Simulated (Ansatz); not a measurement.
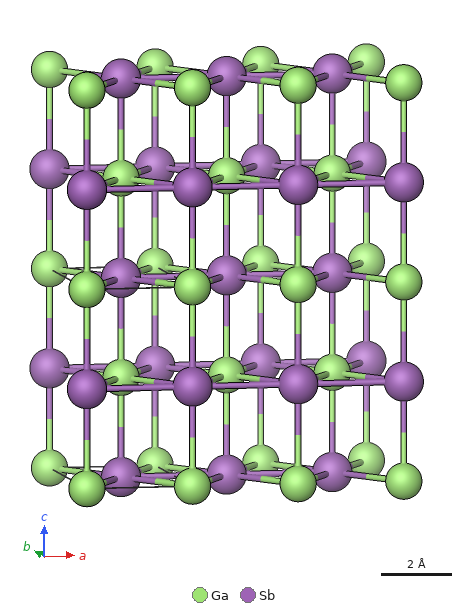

The starting point is a symmetric starting cell of GaSb. Style: ball-and-stick. Shown: the conventional cell (2 times the calculation's cell), repeated 3 × 1 × 2 with one cell outlined, slightly off an axis. Lengths and directions refer to the drawn axes.

All numbers below come from DFT PBEsol, scalar-relativistic, plane waves, PAW (Ansatz 0.2.0). Set-up: plane-wave cutoff 420 eV; k-point mesh 16 × 16 × 16; occupations gaussian; smearing width 0.1 eV; no spin polarisation.

The variant: The cell is strained by +4.8 % along a, +3.6 % along b, +2.9 % along c (volume +11.7 %), the atoms keeping their fractional coordinates. No relaxation follows. The starting cell wasn't computed here and needn't be at equilibrium, so pressure and forces aren't due to the change alone.

Input
```yaml
crystal:
  lattice:
    - [-1.6298062975, 2.7723196091, 2.9760906849]
    - [1.6298062975, -2.7723196091, 2.9760906849]
    - [1.6298062975, 2.7723196091, -2.9760906849]
  atoms:
    - { symbol: Ga, position: [0.0, 0.0, 0.0] }
    - { symbol: Sb, position: [0.5, 0.5, 0.0] }
basis:
  ecutwfc: 420
kpoints:
  mp_grid: { grid: [16, 16, 16] }
hamiltonian:
  xc: pbesol
scf:
  occupations: { method: gaussian, width: 0.1 }
output:
  forces: true
  stress: true
  eigenvalues: true
```

> What is the effect?

The pressure is −7.0 GPa (not all of it need come from the change, since the unchanged cell can be under pressure at this level too). The principal stresses (compression positive) are −6.6 GPa along a, −6.8 GPa along c, −7.5 GPa along b. All forces vanish by symmetry. Near-neighbour distances before and after: Sb–Sb 3.112 → 3.260 Å, Ga–Sb 3.095 → 3.216 Å, Ga–Sb 2.893 → 2.976 Å. The space group stays Immm (No. 71).

The changed structure in the same view:

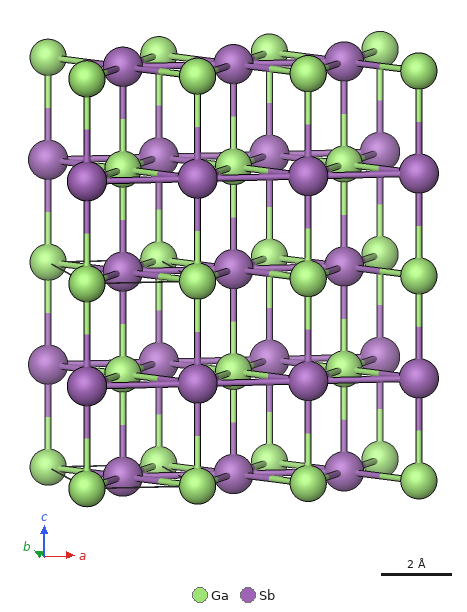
